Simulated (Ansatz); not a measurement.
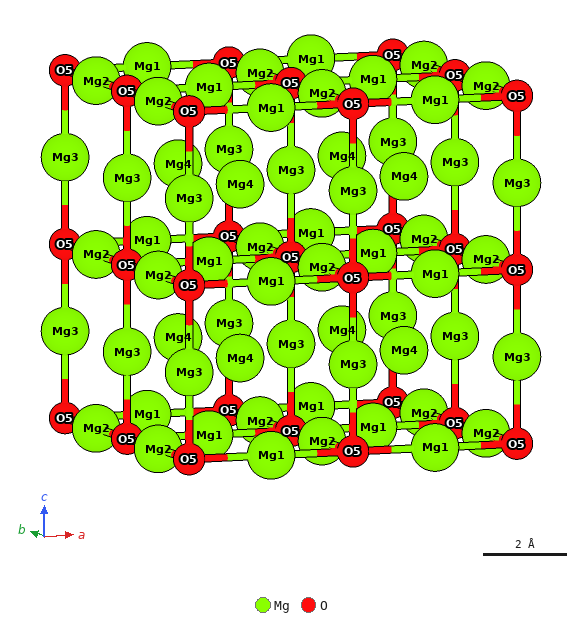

The structure as given in the input (ball-and-stick view of the cell of the calculation, repeated 2 × 2 × 2, seen slightly off an axis; atoms are numbered from 1 in the order of the input).

**Mg$_{4}$O: a changed input and its effect**

System: Mg$_{4}$O (Pm-3m, 5 atoms in the cell).
Method of the first run: DFT PBE, scalar-relativistic, plane waves, PAW, spin-polarised (Ansatz 0.2.0).

The structure was made by a generator, so it may or may not be a known phase. Text and figures count atoms from 1; the logs count them from 0 in places.

The input, the first run:
```yaml
crystal:
  lattice:
    - [4.22548695, 0.0, 0.0]
    - [0.0, 4.22548695, 0.0]
    - [0.0, 0.0, 4.22548695]
  atoms:
    - { symbol: Mg, position: [0.5, 0.0, 0.0] }
    - { symbol: Mg, position: [0.0, 0.5, 0.0] }
    - { symbol: Mg, position: [0.0, 0.0, 0.5] }
    - { symbol: Mg, position: [0.5, 0.5, 0.5] }
    - { symbol: O, position: [0.0, 0.0, 0.0], spin: 1.0 }
basis:
  ecutwfc: 420
kpoints:
  mp_grid: { grid: [4, 4, 4] }
hamiltonian:
  xc: pbe
scf:
  occupations: { method: gaussian, width: 0.1 }
  lower_state_search: "off"
output:
  forces: true
  stress: true
  eigenvalues: true
  populations: true
magnetization:
  spin_polarized: true
```

Launched with:
```bash
ansatz run input.yaml --threads 1 --pin off --max-ram 2048MiB --backend cpu --events-out ev --progress --plain --runs-dir out
```

Hardware: 1 thread of Intel Xeon @ 2.90GHz (Ice Lake), 16 GiB of memory available, shared host.

Output, shortened to warnings, some set-up lines, iterations and results (the first run):
```
WARN: the starting moments were not kept: the SCF closed with an absolute magnetisation of 2.8e-6 μB, where they sum to 1 μB in size (1 site). That is at most 0.1 of that sum. Measured as dr2_m measures the in/out step, that magnetisation stands 4.8e-13 eV from none, at or under the dr2_threshold of 1.0e-7 eV: it is no larger than a step whose dr2_m would equal this threshold. The system may hold …
Basis set: ecut = 420 eV, 1419 PW (Γ), exchange–correlation on 60×60×60 points (8 copies of the dense FFT grid, shifted against one another)
Symmetry: 48 space group operations
k-points: 10 of 64
Initial density: superposition of atomic densities (chi_scale 0.1, normalization cell, long waves kept (reshape's long-wave potential 0.07 eV rms))
[...]
SCF iter   1: F=—  HF=-8265.452478 eV  |F-HF|=—  |Δ(HF+E_count)|=         —  Δρ=7.55e-2 (↑7.55e-2 ↓2.91e-2)  dr2=9.46e0  dr2_m=4.68e-1  M=0.070 μB ∫|m|=0.369 μB  β_m=0.30  …
SCF iter   2: F=—  HF=-8264.122848 eV  |F-HF|=—  |Δ(HF+E_count)|=    1.33e0  Δρ=3.60e-2 (↑3.60e-2 ↓1.49e-2)  dr2=1.66e0  dr2_m=3.22e-1  M=0.016 μB ∫|m|=0.251 μB  β_m=0.30  …
SCF iter   3: F=—  HF=-8263.998741 eV  |F-HF|=—  |Δ(HF+E_count)|=   1.24e-1  Δρ=1.94e-2 (↑1.90e-2 ↓1.94e-2)  dr2=5.65e-1  dr2_m=1.98e-1  M=0.010 μB ∫|m|=0.181 μB  β_m=0.30  …
SCF iter   4: F=—  HF=-8263.863720 eV  |F-HF|=—  |Δ(HF+E_count)|=   1.35e-1  Δρ=1.80e-2 (↑1.09e-2 ↓1.80e-2)  dr2=8.39e-2  dr2_m=1.21e-1  M=0.004 μB ∫|m|=0.132 μB  β_m=0.30  …
SCF iter   5: F=—  HF=-8263.886778 eV  |F-HF|=—  |Δ(HF+E_count)|=   2.31e-2  Δρ=1.06e-2 (↑1.03e-2 ↓1.06e-2)  dr2=1.77e-2  dr2_m=6.90e-2  M=0.001 μB ∫|m|=0.107 μB  β_m=0.30  …
[... 6 lines ...]
SCF iter  12: F=—  HF=-8263.924536 eV  |F-HF|=—  |Δ(HF+E_count)|=   1.88e-7  Δρ=5.44e-6 (↑5.44e-6 ↓3.66e-6)  dr2=1.26e-7  dr2_m=4.14e-9  M=-0.000 μB ∫|m|=0.000 μB  β_m=0.87  …
SCF iter  13: F=-8263.924536 eV  HF=-8263.924536 eV  |F-HF|=4.77e-9  |Δ(HF+E_count)|=   6.96e-9  Δρ=1.13e-6 (↑9.38e-7 ↓1.13e-6)  dr2=7.60e-9  dr2_m=1.93e-10  M=0.000 μB …
SCF iter  14: F=-8263.924536 eV  HF=-8263.924536 eV  |F-HF|=3.67e-10  |Δ(HF+E_count)|=   2.46e-9  Δρ=5.46e-7 (↑5.46e-7 ↓3.30e-7)  dr2=3.61e-10  dr2_m=8.09e-11  M=0.000 μB …
SCF iter  15: F=-8263.924536 eV  HF=-8263.924536 eV  |F-HF|=1.82e-12  |Δ(HF+E_count)|=  7.13e-10  Δρ=8.99e-8 (↑8.99e-8 ↓7.62e-8)  dr2=1.41e-11  dr2_m=1.70e-12  M=0.000 μB …
SCF 1 converged in 15 iterations: F = -8263.924536 eV  dr2 = 1.41e-11
SCF converged after 15 iterations
Magnetization: 0.0000 μB (23.0000 up, 23.0000 down)
Absolute magnetization: 0.0000 μB (∫|ρ↑−ρ↓|, with the PAW one-centre terms)
Spin contamination: 0.0000 ħ² per cell (⟨S²⟩ above its minimum at these occupations)
Per-site moments (μB) at R_I (Å): [(3.0896318534560464e-8, 0.8715066834375), (3.089631860794938e-8, 0.8715066834375), (3.089631847598661e-8, 0.8715066834375), (6.858161376473147e-7, 1.2324965714161082), (1.3147210844689823e-7, 0.8715066834375)]
Free energy (F): -8263.924536 eV
Harris-Foulkes:  -8263.924536 eV  (|F-HF|=1.82e-12)
Internal energy: -8263.920675 eV  (E = F + TS)
E sigma→0 (E₀):  -8263.922606 eV
Entropy (-TS):   -0.003862 eV (-0.772 meV/atom)
Fermi energy:    8.355886 eV
--- Per-component energies (eV) ---
  E_band       = -1329.340145
  E_kinetic    = 484.804450
  E_local      = -6423.963421  (includes V_loc(G=0)·N_el)
  E_nonlocal   = 429.882595
  E_hartree    = 2285.833177
  E_xc         = -193.051490
  E_vxc        = -248.276384  (∫ρ·V_xc dr)
  E_paw        = -1325.705782  (= ΣΔE_a)
  E_vpaw       = -143.456021  (= ΣTr[D̂ρ^β])
  E_aug_tail   = 0.002450  (compensation charges beyond the density's cutoff)
  E_ewald      = -3521.722655
  E_smearing   = -0.003862  (= −TS)
  E_closure    = 0.000000  (closes the sum)
  Σ components = -8263.924536   (vs F -8263.924536, Δ=0.00e0)
--- Forces (eV/Å), atoms counted from 1 ---
  atom   1  Mg    -0.00000000    -0.00000000     0.00000000
  atom   2  Mg     0.00000000     0.00000000    -0.00000000
  atom   3  Mg     0.00000000    -0.00000000     0.00000000
  atom   4  Mg     0.00000000    -0.00000000    -0.00000000
  atom   5  O     -0.00000000     0.00000000    -0.00000000
  max |Σ_I F_I| component: 1.61e-28 eV/Å
--- Stress (GPa, compression-positive) ---
       10.564492       0.000000       0.000000
       -0.000000      10.564492       0.000000
        0.000000       0.000000      10.564492
  P = ⅓ Tr σ = 10.5645 GPa (105.645 kbar)
--- Löwdin populations: 5 sites ---
  site symbol       q [e]    m [muB]
     0     Mg      9.0994     0.0000
     1     Mg      9.0994     0.0000
     2     Mg      9.0994     0.0000
     3     Mg      9.4819     0.0000
     4      O      7.4415     0.0000
  spilling = 0.038661 (of n_electrons = 46.000000)
```

The input of the second run differs as follows (lines with − go, lines with + come):
```diff
-    - { symbol: O, position: [0.0, 0.0, 0.0], spin: 1.0 }
+    - { symbol: O, position: [0.0, 0.0, 0.0] }
-  populations: true
-magnetization:
-  spin_polarized: true
```

What does this change do to the results?

The energy is the same within 0.01 meV per atom. The SCF takes 7 iterations against 15. The two runs start from different initial densities, which also moves the count.

Output, shortened to warnings, some set-up lines, iterations and results (the second run):
```
Basis set: ecut = 420 eV, 1419 PW (Γ), exchange–correlation on 60×60×60 points (8 copies of the dense FFT grid, shifted against one another)
Symmetry: 48 space group operations
k-points: 10 of 64
Initial density: superposition of atomic densities (neutral atoms: chi_scale 0, normalization atom), corrected by the library's trained network
[...]
SCF iter   1: F=—  HF=-8263.925002 eV  |F-HF|=—  |Δ(HF+E_count)|=         —  Δρ=1.79e-3  dr2=2.23e-3  ethr=1.77e-3  ⟨swp⟩=6.4  Hψ=1275  notcnv=0
SCF iter   2: F=—  HF=-8263.924792 eV  |F-HF|=—  |Δ(HF+E_count)|=   2.10e-4  Δρ=1.17e-3  dr2=1.00e-3  ethr=4.85e-6  ⟨swp⟩=1.5  Hψ=420  notcnv=0
SCF iter   3: F=—  HF=-8263.924954 eV  |F-HF|=—  |Δ(HF+E_count)|=   1.62e-4  Δρ=3.88e-4  dr2=4.21e-5  ethr=2.17e-6  ⟨swp⟩=2.0  Hψ=439  notcnv=0
SCF iter   4: F=—  HF=-8263.924544 eV  |F-HF|=—  |Δ(HF+E_count)|=   4.09e-4  Δρ=1.75e-4  dr2=9.96e-6  ethr=9.15e-8  ⟨swp⟩=2.0  Hψ=474  notcnv=0
SCF iter   5: F=—  HF=-8263.924540 eV  |F-HF|=—  |Δ(HF+E_count)|=   4.09e-6  Δρ=1.13e-4  dr2=4.09e-6  ethr=2.16e-8  ⟨swp⟩=2.0  Hψ=500  notcnv=0
SCF iter   6: F=—  HF=-8263.924538 eV  |F-HF|=—  |Δ(HF+E_count)|=   2.27e-6  Δρ=6.66e-5  dr2=1.01e-6  ethr=8.90e-9  ⟨swp⟩=2.7  Hψ=446  notcnv=0
SCF iter   7: F=-8263.924536 eV  HF=-8263.924537 eV  |F-HF|=7.18e-8  |Δ(HF+E_count)|=   1.55e-6  Δρ=1.23e-5  dr2=3.47e-8  ethr=2.17e-10  ⟨swp⟩=5.6  Hψ=1238  notcnv=0
SCF 1 converged in 7 iterations: F = -8263.924536 eV  dr2 = 3.47e-8
SCF converged after 7 iterations
Free energy (F): -8263.924536 eV
Harris-Foulkes:  -8263.924537 eV  (|F-HF|=7.18e-8)
Internal energy: -8263.920675 eV  (E = F + TS)
E sigma→0 (E₀):  -8263.922606 eV
Entropy (-TS):   -0.003862 eV (-0.772 meV/atom)
Fermi energy:    8.355898 eV
--- Per-component energies (eV) ---
  E_band       = -1329.325829
  E_kinetic    = 484.805787
  E_local      = -6423.954892  (includes V_loc(G=0)·N_el)
  E_nonlocal   = 429.880722
  E_hartree    = 2285.827339
  E_xc         = -193.052044
  E_vxc        = -248.277111  (∫ρ·V_xc dr)
  E_paw        = -1325.707381  (= ΣΔE_a)
  E_vpaw       = -143.450768  (= ΣTr[D̂ρ^β])
  E_aug_tail   = 0.002450  (compensation charges beyond the density's cutoff)
  E_ewald      = -3521.722655
  E_smearing   = -0.003862  (= −TS)
  E_closure    = 0.000000  (closes the sum)
  Σ components = -8263.924536   (vs F -8263.924536, Δ=0.00e0)
--- Forces (eV/Å), atoms counted from 1 ---
  atom   1  Mg    -0.00000000    -0.00000000     0.00000000
  atom   2  Mg     0.00000000    -0.00000000    -0.00000000
  atom   3  Mg     0.00000000     0.00000000    -0.00000000
  atom   4  Mg     0.00000000    -0.00000000     0.00000000
  atom   5  O     -0.00000000     0.00000000     0.00000000
  max |Σ_I F_I| component: 7.59e-29 eV/Å
--- Stress (GPa, compression-positive) ---
       10.564615       0.000000       0.000000
        0.000000      10.564615       0.000000
        0.000000       0.000000      10.564615
  P = ⅓ Tr σ = 10.5646 GPa (105.646 kbar)
```

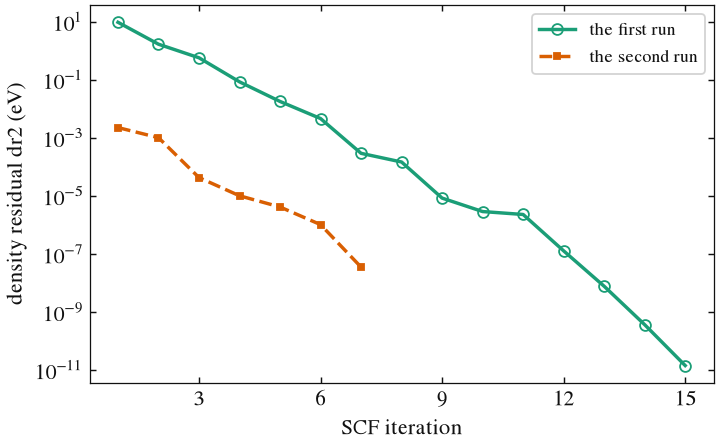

Convergence of the two runs: density residual dr2 against the SCF iteration. The first run takes 15 iterations in all, and the second run takes 7.

The two runs side by side:

| quantity | the first run | the second run |
| --- | --- | --- |
| outcome | converged | converged |
| free energy per atom (eV) | −1652.7849 | −1652.7849 |
| energy per atom, smearing taken to zero (eV) | −1652.7845 | −1652.7845 |
| gap on the mesh (eV) | 0.00 | 0.00 |
| net moment of the cell (μB) | 0.00 | – |
| absolute moment of the cell (μB) | 0.00 | – |
| pressure (GPa) | 10.56 | 10.56 |
| largest force (eV/Å) | 0.000 | 0.000 |
| SCF iterations | 15 | 7 |
| irreducible k-points | 10 | 10 |
| plane waves at Γ | 1419 | 1419 |
| wall time (shared host) | 3.2 s | 1.1 s |

For both runs: The cell is under a pressure of 10.6 GPa at this level, so it is not at its equilibrium volume. For the first run: Warnings: some starting moments were not kept.
